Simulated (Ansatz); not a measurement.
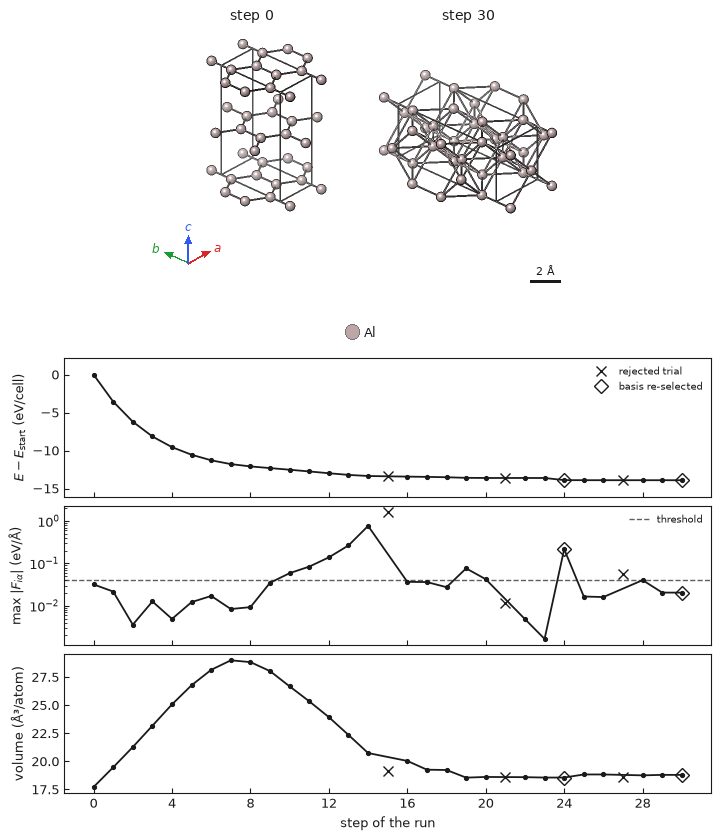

First and last geometry of a relaxation of solid Al (built on the C_69 type) (coarse preliminary run), with the history of the run. A ball-and-stick model of the conventional cell (4 times the calculation's cell), seen from a free direction. Lengths and directions refer to the drawn axes.

Case: C type (Fmmm, No. 69).

These are results of Ansatz, DFT PBE, scalar-relativistic, plane waves, PAW, not measurements.

Input
```yaml
crystal:
  lattice:
    - [0.0, 2.6916714458, 4.2368199344]
    - [1.5540068338, 0.0, 4.2368199344]
    - [1.5540068338, 2.6916714458, 0.0]
  atoms:
    - { symbol: Al, position: [0.16667, 0.83333, 0.16667] }
    - { symbol: Al, position: [0.83333, 0.16667, 0.83333] }
basis:
  ecutwfc: 420
kpoints:
  mp_grid: { grid: [6, 6, 6] }
hamiltonian:
  xc: pbe
scf:
  occupations: { method: gaussian, width: 0.1 }
  lower_state_search: "off"
output:
  forces: true
  stress: true
  eigenvalues: true
relax:
  adjacent_minimum: "off"
  f_tol: 0.04
  max_steps: 70
  cell: { stress_tol: 0.4 }
```

Did the run converge, and what did it change?

It converged. After 25 accepted moves (30 points after the start) the energy has fallen by 13.905 eV per cell of the calculation. The largest force component goes from 0.032 to 0.02 eV/Å. Pressure: 124.25 GPa at the start and 0.18 GPa at the end. The line search rejected the trial steps at points 15, 21, 27 of the run. At 2 points the geometry stayed and the basis and grid were re-selected for the new cell (energy shift of 0.282 eV per cell of the calculation at most each time). The largest moves relative to the cell, 0.18 Å, are those of Al1 and Al2. Al1 goes along −b. The volume changes by +6.1 %, with a 3.108 → 4.100 Å (+31.9 %), b 5.383 → 8.944 Å (+66.1 %), c 8.474 → 4.101 Å (−51.6 %). Among the contacts that change: Al1–Al1 4.513 → 2.900 Å, Al1–Al2 4.331 → 2.760 Å, Al1–Al2 (another image) 1.794 → 2.760 Å, Al1–Al2 (another image) 1.794 → 2.624 Å. New bonds form: Al1–Al1 (4.51 → 2.90 Å), Al1–Al2 (4.33 → 2.76 Å), Al2–Al2 (4.51 → 2.90 Å). Bond angles that change, for instance: Al2–Al1–Al2 120.0° → 95.9°, Al2–Al1–Al2 120.0° → 132.0°. The space group (tolerance 0.01 Å) goes from Fmmm (No. 69) to I4/mmm (No. 139). The run took of the order of 40 core-seconds on a shared host.

```tsv
step	E − E(0), meV/atom	largest force component, eV/Å	pressure, GPa	volume, Å³/atom	note
0	0.00	0.0319	124.25	17.722	
1	-1777.25	0.0217	89.99	19.473	
2	-3099.12	0.0036	63.05	21.276	
3	-4072.94	0.0126	42.95	23.174	
4	-4775.96	0.0049	29.23	25.073	
5	-5275.38	0.0122	19.40	26.779	
6	-5641.98	0.0170	11.60	28.147	
7	-5891.73	0.0084	5.78	28.994	
8	-6043.50	0.0093	2.48	28.832	
9	-6154.36	0.0350	0.50	28.032	
10	-6261.88	0.0589	-0.34	26.672	
11	-6375.18	0.0842	-1.07	25.344	
12	-6493.19	0.1391	-1.78	23.934	
13	-6602.06	0.2658	-1.48	22.352	
14	-6674.23	0.7680	-0.63	20.744	
15	-6659.88	1.6200	4.17	19.106	rejected
16	-6715.38	0.0367	0.03	20.041	
17	-6733.19	0.0363	1.44	19.261	
18	-6756.86	0.0275	0.48	19.235	
19	-6795.51	0.0764	1.15	18.555	
21	-6804.62	0.0117	0.00	18.589	rejected
22	-6805.15	0.0048	-0.16	18.596	
23	-6805.21	0.0017	0.01	18.563	
24	-6945.98	0.2166	1.46	18.563	same geometry, new basis
25	-6950.40	0.0166	-0.06	18.836	
26	-6951.49	0.0161	-0.07	18.837	
27	-6947.96	0.0569	0.51	18.650	rejected
28	-6951.95	0.0403	0.16	18.757	
29	-6952.34	0.0205	0.17	18.800	
30	-6952.49	0.0204	0.18	18.800	same geometry, new basis
```
